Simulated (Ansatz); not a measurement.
The coordinates of a crystal:

```cif
data_structure
_symmetry_space_group_name_H-M 'P 1'
_symmetry_Int_Tables_number 1
_cell_length_a 5.2694
_cell_length_b 5.2694
_cell_length_c 13.9031
_cell_angle_alpha 90.000
_cell_angle_beta 90.000
_cell_angle_gamma 120.000
_cell_volume 334.33
loop_
_atom_site_label
_atom_site_type_symbol
_atom_site_fract_x
_atom_site_fract_y
_atom_site_fract_z
_atom_site_occupancy
Li1 Li 0.33333 0.66667 0.41667 1
Li2 Li 0.00000 0.00000 0.25000 1
Nb1 Nb 0.66667 0.33333 0.33333 1
Nb2 Nb 0.00000 0.00000 0.50000 1
O1 O 0.37963 0.00000 0.25000 1
O2 O 0.62037 0.62037 0.25000 1
O3 O 0.95370 0.66667 0.41667 1
O4 O 0.33333 0.28704 0.41667 1
O5 O 0.71296 0.04630 0.41667 1
O6 O 0.00000 0.37963 0.25000 1
Li3 Li 0.00000 0.00000 0.75000 1
Li4 Li 0.66667 0.33333 0.58333 1
Nb3 Nb 0.33333 0.66667 0.66667 1
Nb4 Nb 0.66667 0.33333 0.83333 1
O7 O 0.04630 0.33333 0.58333 1
O8 O 0.28704 0.95370 0.58333 1
O9 O 0.62037 0.00000 0.75000 1
O10 O 0.00000 0.62037 0.75000 1
O11 O 0.37963 0.37963 0.75000 1
O12 O 0.66667 0.71296 0.58333 1
Li5 Li 0.66667 0.33333 0.08333 1
Li6 Li 0.33333 0.66667 0.91667 1
Nb5 Nb 0.00000 0.00000 0.00000 1
Nb6 Nb 0.33333 0.66667 0.16667 1
O13 O 0.71296 0.66667 0.91667 1
O14 O 0.95370 0.28704 0.91667 1
O15 O 0.28704 0.33333 0.08333 1
O16 O 0.66667 0.95370 0.08333 1
O17 O 0.04630 0.71296 0.08333 1
O18 O 0.33333 0.04630 0.91667 1
```

Q: What crystal do these data define?

A: It has the composition LiNbO₃. It is rhombohedral (trigonal R), space group R-3c (No. 167). Content of the cell: 6 Li, 6 Nb, 18 O (Z = 6). The coordination shell of Li holds three O in a trigonal planar arrangement at 2.00 Å. Around each Nb lie six O in an octahedral arrangement at 2.01 Å. O bonds to two Nb and one Li (2.01 Å to Nb, 2.00 Å to Li). The bonds build a three-dimensional framework.

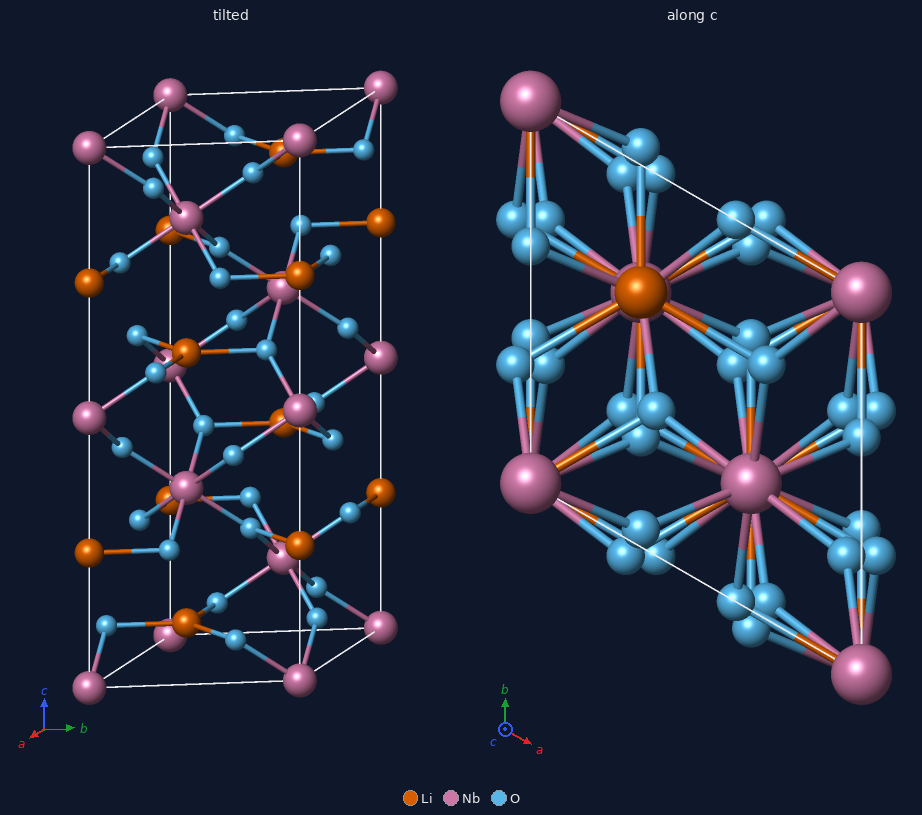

The crystal in a ball-and-stick representation, seen slightly off an axis and along the c axis. The edges of the conventional unit cell are marked.

Provenance: a structure listed in the Materials Project. Earlier steps of the study may have refined or changed the cell and positions. It was the input of a calculation with Ansatz.

At this level of theory the cell isn't at rest (stretched, at -5 GPa), so its distances can differ from those at equilibrium, the more so the softer the solid.
